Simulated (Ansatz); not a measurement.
# Calculations on Si$_{127}$Se

### Relaxation

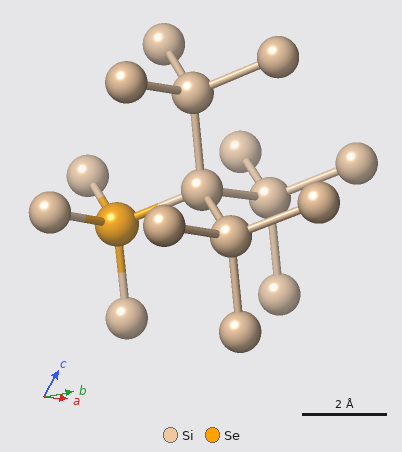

Starting structure of a defect cell of composition Si127Se (cell charge +2). The picture is a ball-and-stick view of the atoms within 4.2 Å of the atom that moves most (axes of the cell of the calculation (origin shifted)), seen from a free direction.

Method: Ansatz 0.2.0, DFT, PBEsol, PAW, plane waves.

Set-up: plane-wave cutoff 420 eV; k-point mesh 1 × 1 × 1; mesh shifted by (0.25, 0.25, 0.25); collinear spin; atoms relaxed in a fixed cell; force threshold 0.03 eV/Å; at most 80 steps.

```xyz
128
Lattice="0.0000 10.8656 10.8656 10.8656 0.0000 10.8656 10.8656 10.8656 0.0000" Properties=species:S:1:pos:R:3 pbc="T T T"
Si   10.8767    0.0134   10.8678
Si   10.8617    5.4563   16.2814
Si    5.4521   10.8332   16.2844
Si   16.3005   16.2979   21.7173
Si    5.4150    5.4322    5.4308
Si   16.2815   16.2839   10.8728
Si    5.4454   10.8879    5.4645
Si    5.4220   10.8812   10.8497
Si   10.8768   16.2995   16.2967
Si   10.8715    5.4333   10.8937
Si   10.8762   10.8810    5.4163
Si   10.8747   10.8509   16.3454
Si   10.8860   16.3189   10.8309
Si   16.2773   10.8866   10.8810
Si   16.2790   16.2723   16.2956
Si    1.3881    1.3351    1.3493
Si    1.3454    6.8058    6.7712
Si    6.8141    1.4002    6.8099
Si    6.7748    6.7978    1.3163
Si    6.8332    6.7799    6.7974
Si    6.7754    6.8069   12.2288
Si    6.7568   12.2172    6.7975
Si    6.7978   12.2233   12.2152
Si   12.2027    6.8115    6.7512
Si   12.2308    6.7902   12.2365
Si   12.2094   12.2308    6.8053
Si   12.1926   12.2097   12.2281
Si   12.2383   12.1906   17.6837
Si   12.2117   17.6735   12.2283
Si   17.6289   12.2056   12.2429
Si   17.6771   17.6369   17.6473
Si    2.7178   13.5777   10.8626
Si    2.7467    2.7148    5.4510
Si    2.7354    8.1628    5.4501
Si   13.5724   19.0280   10.8861
Si    8.1439    2.7224    5.4273
Si   19.0030   13.5690   10.8713
Si    8.1824   19.0091   10.8850
Si    8.1587    8.1474    5.4346
Si    8.1079    8.1560   10.8525
Si   18.9968   19.0023   16.2954
Si    8.1541   13.5581    5.4125
Si    8.1562   13.5621   10.8978
Si   13.6110   18.9982   16.3196
Si   13.5534    8.1630   10.8505
Si   13.5795   13.5987   10.8558
Si   13.5882   13.5614   16.2970
Si    4.0409    4.0867    1.3550
Si    4.0962    4.0828    6.7965
Si    4.0887    9.5239    6.7757
Si    4.0829    9.5067   12.1989
Si    9.5316    4.1123    6.7963
Si    9.5352    4.0745   12.2205
Si    9.5194    9.5109    1.3495
Si    9.5337    9.5193    6.8037
Si    9.5309    9.5139   12.2215
Si    9.4974    9.4999   17.6360
Si    9.5075   14.9486    6.7878
Si    9.5031   14.9313   12.2076
Si   14.9652    9.5023    6.7975
Si   14.9068    9.5344   12.2419
Si   14.9355   14.9468   12.1977
Si   14.9158   14.9461   17.6536
Si    2.7068    0.0171    2.7143
Si    2.7267    5.4287    2.7665
Si   13.5803   16.3029    8.1912
Si   13.5196   10.8694   19.0065
Si   19.0187   10.8582    8.1718
Si    8.1254    5.4519    2.7362
Si    8.1521    5.4148    8.1338
Si    8.1471    5.4785   13.5847
Si   19.0126   10.8858   13.5747
Si    8.1440   10.8434    8.1300
Si    8.1521   10.8480   13.5719
Si    8.1849   16.3018    8.1406
Si   13.5501   16.2836   18.9865
Si   13.5895   10.8801    8.1799
Si   13.6081   10.8861   13.5762
Si   13.5691   16.2948   13.5979
Si    4.1014    1.3421    4.0794
Si    4.0914    6.7702    4.0646
Si    4.0527    6.8081    9.5104
Si    4.0700   12.2291    9.5144
Si    9.4925    1.3347    9.5193
Si    9.4945    6.7757    4.0905
Si    9.5344    6.7754    9.4686
Si    9.5037    6.7827   14.9352
Si    9.5244   12.2756    4.0842
Si    9.5229   12.2169    9.5007
Si    9.5039   12.2063   14.9133
Si    9.4858   17.6664    9.4997
Si   14.9336    6.7492    9.5158
Si   14.9657   12.1941    9.4966
Si   14.9486   12.2585   14.9651
Si   14.9806   17.6615   14.9138
Si    0.0118    2.7056    2.7134
Si   10.8605   18.9965    8.1552
Si    5.4398   13.5383   13.6056
Si   16.2803   13.5909    8.1676
Si    5.4037    8.1136    2.7411
Si    5.4584    8.1289    8.1350
Si   16.3082   18.9963   13.5803
Si    5.4529   13.5895    8.1596
Si   10.8690    2.7221    8.1544
Si   10.8807   19.0008   13.6020
Si   10.8616    8.1212    8.1520
Si   10.8556    8.1553   13.5616
Si   10.8687   13.5843    8.1192
Si   10.8597   13.5925   13.5605
Si   16.2752   19.0127   18.9844
Si   16.2935   13.5465   13.5745
Si    1.3622    4.0495    4.1000
Si    1.4065    9.5187    9.5212
Si    6.8014    4.0599    4.0524
Si    6.7793    4.0501    9.5059
Si    6.7808    9.5011    4.0566
Si    6.7971    9.4862    9.4909
Si    6.7397    9.5037   14.9200
Si    6.7842   14.9502    9.4995
Si   12.2652    4.0912    9.5177
Si   12.2071    9.5396    4.0548
Si   12.2066    9.5304    9.5191
Si   12.2196    9.5294   14.9469
Si   12.2229   14.9374    9.5096
Si   12.2298   14.8982   14.9749
Si   17.6275    9.5283    9.5388
Si   17.6509   14.9245   14.9315
Se   10.8520   10.8852   10.8775
```

**Predict the outcome.**

The largest move is that of Si27, 0.20 Å along [1 1 2]. By element the largest moves are Si 0.20 Å, Se 0.03 Å. The cell stays as it was. Near-neighbour distances that change, for instance: Si27–Se128 2.318 → 2.506 Å, Si56–Se128 2.331 → 2.513 Å, Si122–Se128 2.349 → 2.514 Å, Si27–Si46 2.395 → 2.347 Å. Among the angles between lasting bonds that change: Si27–Si46–Si62 110.0° → 104.0°, Si78–Si27–Se128 111.0° → 105.3°, Si46–Si27–Si78 107.8° → 113.3°. The energy falls by 1.676 eV per cell of the calculation in 4 geometry steps. The largest force component goes from 1.5 to 0.0047 eV/Å. The program noted that the starting moments weren't kept.

After the run, drawn alike:

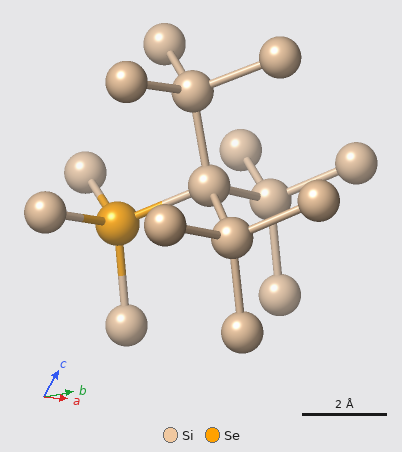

Limits of the set-up: the cell is charged, on a uniform background, and energies carry no finite-size correction.

### Relaxation

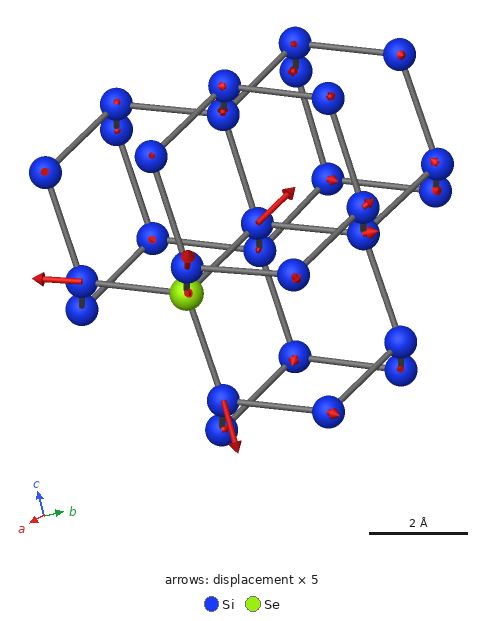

This is a relaxation of a defect cell of composition Si$_{127}$Se. The starting structure is drawn; red arrows show the displacements, magnified 5 times.

A ball-and-stick model of the atoms within 5.0 Å of the atom that moves most (axes of the cell of the calculation (origin shifted)), seen slightly off an axis.

The calculation used Ansatz, DFT, PBEsol, PAW, plane waves. Set-up: plane-wave cutoff 420 eV; k-point mesh 1 × 1 × 1; mesh shifted by (0.25, 0.25, 0.25); no spin polarisation; atoms relaxed in a fixed cell; force threshold 0.03 eV/Å; at most 80 steps.

Which element moves most?

Answer. Silicon: up to 0.24 Å, against 0.04 Å for selenium.

What did the optimiser do to the structure, and how much energy did it gain?

Answer. The energy falls by 1.794 eV per cell of the calculation in 6 geometry steps. Largest force component: 1.5 eV/Å at the start, 0.0051 eV/Å at the end. The atom that moves furthest is a Si atom (0.24 Å roughly along [−3 1 1]). By element the largest moves are Si 0.24 Å, Se 0.04 Å. The cell stays as it was. Among the contacts that change: Se–Si 2.331 → 2.550 Å, Se–Si 2.318 → 2.507 Å, Si–Si 2.420 → 2.348 Å, Si–Si 2.395 → 2.332 Å. Bond angles that change, for instance: Si–Si–Si 111.2° → 104.1°, Si–Si–Se 110.4° → 103.7°, Si–Si–Si 109.7° → 104.1°. Cost: 17 s on 1 × NVIDIA GB300 Max-Q with 8 threads of Arm Neoverse-V2, peak memory 2.5 GiB.

### Defect

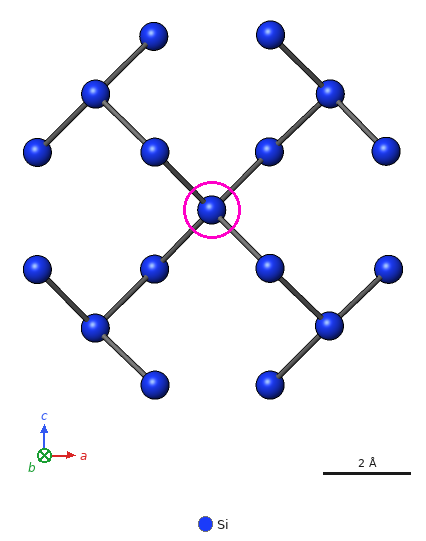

Perfect Si. Style: ball-and-stick. Shown: the atoms within 4.6 Å of one point, in a slice 4.2 Å thick across the line of sight, along the b axis.

These are results of DFT, PBEsol, PAW, plane waves in Ansatz, not measurements. Settings: plane-wave cutoff 420 eV; k-point mesh 1 × 1 × 1; mesh shifted by (0.25, 0.25, 0.25); collinear spin. Fermi-Dirac smearing of 0.01 eV. A uniform background neutralises the charged cell. The axes drawn are those of the host's conventional cell.

A silicon atom is replaced by selenium at the ringed place, in charge state +2. The supercell has 128 sites, and the atoms are relaxed at the host's cell.

Q: Predict the relaxed surroundings of the defect.

A: In the host the Si atom has 4 Si at 2.32 to 2.35 Å; the Se atom ends with 4 Si at 2.51 Å. Of the host's atoms, a silicon atom moves furthest from its site, by 0.20 Å. The cell ends without a net magnetic moment. Relaxing the atoms from the host's sites lowers the energy by 1.68 eV.

The relaxed defect, seen from the same direction:

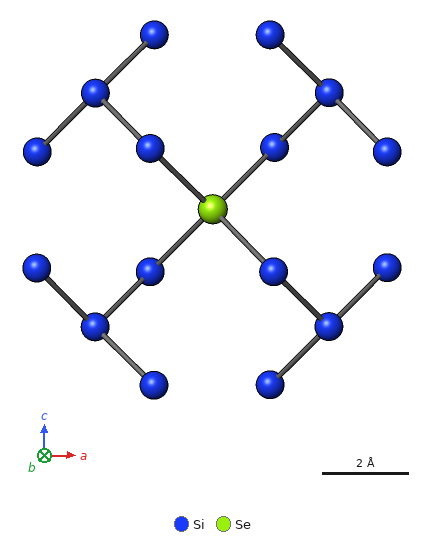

Limits of the set-up: the cell is charged, on a uniform background, and energies carry no finite-size correction.
